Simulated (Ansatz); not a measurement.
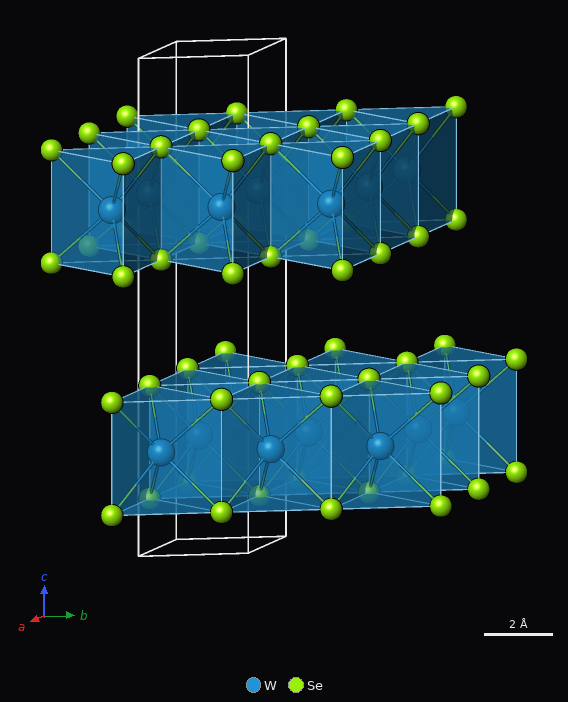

The structure as given in the input (polyhedral view of the cell of the calculation, repeated 3 × 3 × 1, seen slightly off an axis; polyhedra are completed across the faces of the cell). An atom can appear more than once, as a periodic image.

# WSe$_{2}$: single-point calculation

The run: single-point calculation of WSe$_{2}$ (P6₃/mmc, 6 atoms in the cell). Method and program: DFT PBE, scalar-relativistic, plane waves, PAW, no spin polarisation (Ansatz 0.2.0).

The structure derives from a Materials Project entry. It belongs to a series of runs on one base structure; here: band edges sought over the zone.

Output
```
Engine: ansatz 0.2.0, x86_64-unknown-linux-gnu
Pseudopotentials: kind: paw
Pseudopotential: W, paw, valence charge 14, recommended cutoff 420 eV (normal), W.paw.azcp
Pseudopotential: Se, paw, valence charge 16, recommended cutoff 420 eV (normal), Se.paw.azcp
Functional definition: PBE
  parameter kappa = 0.804
  parameter beta = 0.06672455060314922
  exchange = pbe_x(kappa = kappa, mu = beta*pi^2/3)
  correlation = pbe_c(beta = beta)
Crystal: 6 atoms, lattice volume = 139.421 Å³
Basis set: ecut = 420 eV, 2773 PW (Γ), exchange–correlation on 48×48×200 points (8 copies of the dense FFT grid, shifted against one another)
Bands: 56, of which v1, the nominal top of the filled ones, is band 46 counted from 1 (45 counted from 0)
Symmetry: 24 space group operations
Space group: P63/mmc (ITA 194), of the structure as read, at distance tolerance 5.2e-5 Å
k-points: 38 of 288
Non-local potential: W, projectors of the file, l = 0: 3, l = 1: 2, l = 2: 2, l = 3: 1
Non-local potential: Se, projectors of the file, l = 0: 2, l = 1: 2, l = 2: 3, l = 3: 1
PAW form: soft (Blöchl's): semilocal exchange-correlation on the pseudo side does not see the compensation charge
PAW one-centre angular grid: W, 590 points (default); XC on 64 Gauss nodes
PAW one-centre angular grid: Se, 590 points (default); XC on 64 Gauss nodes
Initial density: read from a saved state, or passed on in memory by an earlier SCF of this step, an earlier step, the calling program or the single point that the run made first
Initial wavefunctions: pseudopotential atomic-orbital guess
Functional: x = pbe(κ = 0.804, μ = 0.2195149727645171), c = pbe(β = 0.06672455060314922)
iter 1 solved again at ethr=4.50e-8 eV; its pass at ethr=3.10e-3 eV (dr2=4.14e-5 eV) is discarded
SCF iter   1: F=—  HF=-42649.312045 eV  |F-HF|=—  |Δ(HF+E_count)|=         —  Δρ=4.33e-6  dr2=3.14e-8  ethr=4.50e-8  ⟨swp⟩=4.1  Hψ=14122  notcnv=0
preconditioner: auto → Resta (q_TF=auto, 2.546 Å⁻¹)  ε∞=5.5  [insulator: Δε(μ)=1.372 eV  Ē_g=8.858 eV  σ=0.020 eV  W_gap=1.00  n_scr=54 (ndim 8)  ℏωp=18.9 eV  f_vac=0.187  D(μ)=0.00/eV (n_scr^D=0)  ε∞_Penn≈5.5]
SCF iter   2: F=-42649.312045 eV  HF=-42649.312045 eV  |F-HF|=2.21e-9  |Δ(HF+E_count)|=   1.17e-7  Δρ=2.59e-6  dr2=1.26e-8  ethr=3.41e-11  ⟨swp⟩=7.4  Hψ=8977  notcnv=0
SCF 1 converged in 2 iterations: F = -42649.312045 eV  dr2 = 1.26e-8
  greatest PAW one-centre occupation: 1.000 electrons in one spin orbital (limit 2), on the Se atom at site 5 (counted from 0), in its partial waves of l = 2
NSCF: frozen V_eff on 28 k-points
NSCF: frozen V_eff on 28 k-points
NSCF: frozen V_eff on 28 k-points
NSCF: frozen V_eff on 28 k-points
NSCF: frozen V_eff on 14 k-points
NSCF: frozen V_eff on 10 k-points
NSCF: frozen V_eff on 10 k-points
NSCF: frozen V_eff on 8 k-points
NSCF: frozen V_eff on 16 k-points
NSCF: frozen V_eff on 3 k-points
NSCF: frozen V_eff on 7 k-points
NSCF: frozen V_eff on 5 k-points
NSCF: frozen V_eff on 13 k-points
NSCF: frozen V_eff on 3 k-points
SCF converged after 2 iterations
Free energy (F): -42649.312045 eV
Harris-Foulkes:  -42649.312045 eV  (|F-HF|=2.21e-9)
Internal energy: -42649.312045 eV  (E = F + TS)
E sigma→0 (E₀):  -42649.312045 eV
Fermi energy:    11.109823 eV
--- Per-component energies (eV) ---
  E_band       = -1889.322818
  E_kinetic    = 1377.148599
  E_local      = -14423.471946  (includes V_loc(G=0)·N_el)
  E_nonlocal   = -2379.826484
  E_hartree    = 6892.549265
  E_xc         = -952.114591
  E_vxc        = -872.242499  (∫ρ·V_xc dr)
  E_paw        = -24771.141602  (= ΣΔE_a)
  E_vpaw       = 623.972952  (= ΣTr[D̂ρ^β])
  E_aug_tail   = -0.002508  (compensation charges beyond the density's cutoff)
  E_ewald      = -8392.452778
  E_smearing   = -0.000000  (= −TS)
  E_closure    = 0.000000  (closes the sum)
  Σ components = -42649.312045   (vs F -42649.312045, Δ=0.00e0)
--- Forces (eV/Å), atoms counted from 1 ---
  atom   1  W     -0.00000000     0.00000000    -0.00000000
  atom   2  W      0.00000000     0.00000000     0.00000000
  atom   3  Se     0.00000000    -0.00000000    -0.00430176
  atom   4  Se    -0.00000000     0.00000000    -0.00430176
  atom   5  Se     0.00000000    -0.00000000     0.00430176
  atom   6  Se    -0.00000000     0.00000000     0.00430176
  max |Σ_I F_I| component: 9.25e-18 eV/Å
--- Stress (GPa, compression-positive) ---
        1.986788       0.000000       0.000000
        0.000000       1.986788       0.000000
        0.000000       0.000000       0.044851
  P = ⅓ Tr σ = 1.3395 GPa (13.395 kbar)
--- Band table (eV; the first three rows and the last of 38) ---
  k-point 0: bands = ["-63.5791", "-63.5791", "-37.1437", "-37.1437", "-37.1437", "-37.1437", "-37.1432", "-37.1432", "-37.1432", "-37.1432", "-37.1126", "-37.1126", "-37.1126", "-37.1126", "-37.1116", "-37.1116", "-37.1115", "-37.1115", "-37.1001", "-37.1001", "-37.0982", "-37.0982", "-27.8629", "-27.8629", "-27.7249", "-27.7249", "-27.7249", "-27.7249", "-4.4106", "-4.3723", "-3.2102", "-3.1423", "4.0093", "4.3105", "7.6552", "8.1218", "8.1218", "8.1237", "8.1237", "8.6331", "9.2403", "9.2403", "9.2465", "9.2465", "9.6933", "10.2513", "13.3665", "13.3665", "13.3745", "13.3745", "13.4951", "13.4951", "13.5245", "13.5245", "14.8634", "15.6817"]
  k-point 1: bands = ["-63.5791", "-63.5791", "-37.1437", "-37.1437", "-37.1437", "-37.1437", "-37.1432", "-37.1432", "-37.1432", "-37.1432", "-37.1126", "-37.1126", "-37.1126", "-37.1126", "-37.1115", "-37.1115", "-37.1115", "-37.1115", "-37.1001", "-37.1001", "-37.0982", "-37.0982", "-27.8629", "-27.8629", "-27.7249", "-27.7249", "-27.7249", "-27.7249", "-4.3919", "-4.3919", "-3.1759", "-3.1759", "4.1509", "4.1509", "8.0784", "8.0784", "8.1227", "8.1227", "8.1227", "8.1227", "9.2434", "9.2434", "9.2434", "9.2434", "10.0477", "10.0477", "13.3700", "13.3700", "13.3700", "13.3700", "13.5103", "13.5103", "13.5103", "13.5103", "15.2364", "15.2364"]
  k-point 2: bands = ["-63.5784", "-63.5784", "-37.1437", "-37.1437", "-37.1434", "-37.1434", "-37.1432", "-37.1432", "-37.1429", "-37.1429", "-37.1127", "-37.1127", "-37.1127", "-37.1127", "-37.1117", "-37.1117", "-37.1116", "-37.1116", "-37.1000", "-37.1000", "-37.0981", "-37.0981", "-27.8597", "-27.8596", "-27.7407", "-27.7407", "-27.7286", "-27.7286", "-4.3060", "-4.2679", "-3.1552", "-3.0892", "4.1449", "4.4464", "7.5262", "7.8031", "7.8067", "8.2231", "8.2260", "8.2708", "9.0612", "9.0685", "9.1862", "9.3722", "9.7043", "10.1788", "12.9830", "13.1128", "13.1644", "13.1775", "13.3572", "13.3929", "13.5402", "13.5574", "15.4346", "16.2266"]
  k-point 37: bands = ["-63.5675", "-63.5675", "-37.1419", "-37.1419", "-37.1407", "-37.1407", "-37.1407", "-37.1407", "-37.1405", "-37.1405", "-37.1145", "-37.1145", "-37.1137", "-37.1137", "-37.1128", "-37.1128", "-37.1126", "-37.1126", "-37.0979", "-37.0979", "-37.0957", "-37.0957", "-27.8993", "-27.8993", "-27.8741", "-27.8741", "-27.8086", "-27.8086", "-2.0868", "-2.0868", "-2.0022", "-2.0022", "5.0173", "5.0173", "5.1304", "5.1304", "6.0267", "6.0267", "6.6393", "6.6393", "7.0775", "7.0775", "7.9727", "7.9727", "10.3916", "10.3916", "12.0718", "12.0718", "13.1262", "13.1262", "13.8752", "13.8752", "15.2432", "15.2432", "16.2686", "16.2686"]
```

This output came from the following input.

The input
```yaml
crystal:
  lattice:
    - [3.2877768125, 0.0, 0.0]
    - [-1.6438884063, 2.8472982416, 0.0]
    - [0.0, 0.0, 14.8933826923]
  atoms:
    - { symbol: W, position: [0.6666666667, 0.3333333333, 0.75] }
    - { symbol: W, position: [0.3333333333, 0.6666666667, 0.25] }
    - { symbol: Se, position: [0.3333333333, 0.6666666667, 0.8635178742] }
    - { symbol: Se, position: [0.6666666667, 0.3333333333, 0.3635178742] }
    - { symbol: Se, position: [0.3333333333, 0.6666666667, 0.6364821258] }
    - { symbol: Se, position: [0.6666666667, 0.3333333333, 0.1364821258] }
basis:
  ecutwfc: 420
kpoints:
  mp_grid: { grid: [12, 12, 2] }
  band_path: { path: [VBM, CBM], npoints: 2 }
hamiltonian:
  xc: pbe
scf:
  occupations: { method: gaussian, width: 0.02 }
output:
  forces: true
  stress: true
  eigenvalues: true
checkpoint:
  read: start.run
  write: ck
  compress: false
  write_wavefunctions: false
  write_every: 100000
```

Launch command:
```bash
ansatz run input.yaml --threads 1 --pin off --max-ram 2560MiB --backend cpu --events-out ev --progress --plain --runs-dir out
```

Key numbers

| quantity | value |
| --- | --- |
| outcome | converged |
| space group (tolerance 0.01 Å) | P6₃/mmc (194) |
| electrons treated | 92 |
| free energy | −42649.3120 eV |
| Fermi energy | 11.110 eV |
| gap on the k-point mesh | 1.37 eV |
| gap on the band path | 1.37 eV |
| pressure | 1.34 GPa |
| largest force (length of the vector) | 0.004 eV/Å |
| hardware | 1 thread of Intel Xeon (Granite Rapids), 32 GiB of memory available, shared host |
| wall time | 19 s |
| peak memory | 0.57 GiB |

Remarks

Spin–orbit coupling is left out, which matters for W.
